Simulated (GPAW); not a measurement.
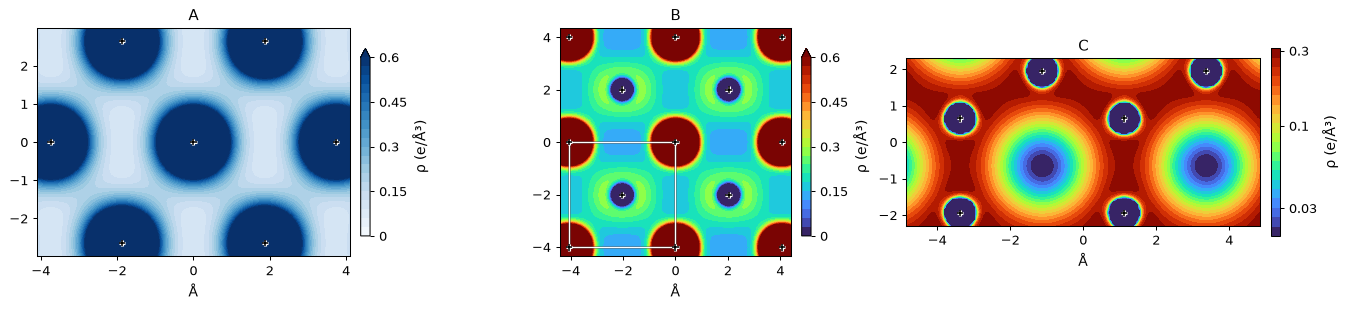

The valence electron density of 3 systems, each on a plane through atoms (crosses mark nuclei in the plane).

Theory: Kohn-Sham DFT of a periodic cell, LDA, GPAW PAW data sets (gpaw-data 1.2.1) (GPAW).

System 1: TiAl, the (110) plane of the conventional cell. Space group P4/mmm; computed pressure about −7 GPa in this cell.

```cif
data_structure
_symmetry_space_group_name_H-M 'P 1'
_symmetry_Int_Tables_number 1
_cell_length_a 2.8373
_cell_length_b 2.8373
_cell_length_c 4.0591
_cell_angle_alpha 90.000
_cell_angle_beta 90.000
_cell_angle_gamma 90.000
_cell_volume 32.68
loop_
_atom_site_label
_atom_site_type_symbol
_atom_site_fract_x
_atom_site_fract_y
_atom_site_fract_z
_atom_site_occupancy
Ti1 Ti 0.00000 0.00000 0.00000 1
Al1 Al 0.50000 0.50000 0.50000 1
```

System 2: Al, the (001) plane of the conventional cell. Space group P6/mmm; a generated structure, not necessarily the stable one.

System 3: Sb, the (011) plane of the conventional cell. Space group Im-3m; a structure from a database of computed crystals, not necessarily the ambient phase.

```
Sb
1.0
     3.74268    0.00000    0.00000
     0.00000    3.74268    0.00000
     0.00000    0.00000    3.74268
Sb
2
Direct
  0.00000 0.00000 0.00000
  0.50000 0.50000 0.50000
```

**Match each panel to its system.**

Panel A is system 3, Sb: the plane holds Sb. Sb–Sb (3.24 Å): the density is about 0.19 e/Å³ at the midpoint. Panel B is system 1, TiAl: the plane holds Ti and Al. Ti–Al (2.85 Å): the density is about 0.2 e/Å³ at the midpoint. Panel C is system 2, Al: the plane holds Al. Al–Al (2.59 Å): ρ is about 0.29 e/Å³ halfway.
